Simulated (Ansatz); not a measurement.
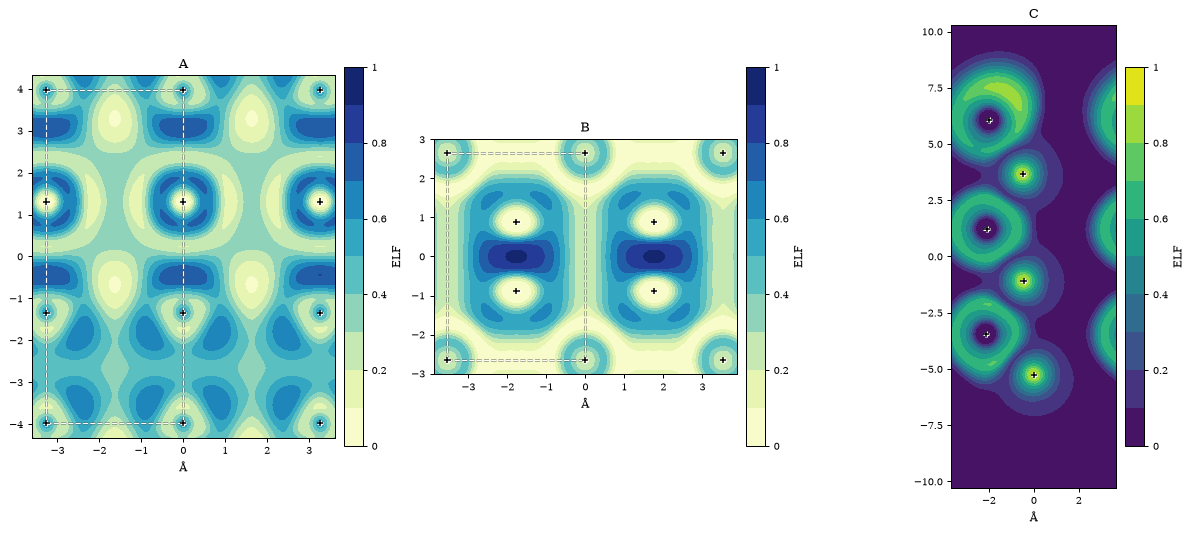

The ELF of 3 systems, each on a plane through atoms (crosses mark nuclei in the plane).

Computed with DFT PBE, scalar-relativistic, plane waves, PAW (Ansatz 0.2.0).

System 1: MgB₂, the (110) plane of the conventional cell. Space group P6/mmm.

System 2: CdTe (slab), the (100) plane of the calculation cell, a cut from vacuum to vacuum. 

System 3: Si₂W, the (010) plane of the conventional cell. Space group I4/mmm; changed on purpose from its base cell (volume × 1.03, shape and atoms relaxed); computed pressure about −6 GPa in this cell.

```
CELL_PARAMETERS angstrom
3.26323 0.00000 0.00000
0.00000 3.26323 0.00000
0.00000 0.00000 7.93432
ATOMIC_POSITIONS crystal
Si 0.00000 0.00000 0.33506
Si 0.50000 0.50000 0.83506
Si 0.00000 0.00000 0.66494
Si 0.50000 0.50000 0.16494
W 0.00000 0.00000 0.00000
W 0.50000 0.50000 0.50000
```

Q: Which map belongs to which system?

A: Panel A is system 3, Si₂W: the plane holds Si and W. Si–W (2.66 Å): the ELF peaks at about 0.80 in the valence shell of Si, 0.9 Å from its nucleus, and is about 0.45 at the midpoint. Panel B is system 1, MgB₂: the plane holds Mg and B. B–B (1.77 Å): the ELF peaks at about 0.90 between the atoms. Panel C is system 2, CdTe: the plane holds Cd and Te. Cd–Te (2.81 Å): the ELF is about 0.50 at the midpoint.
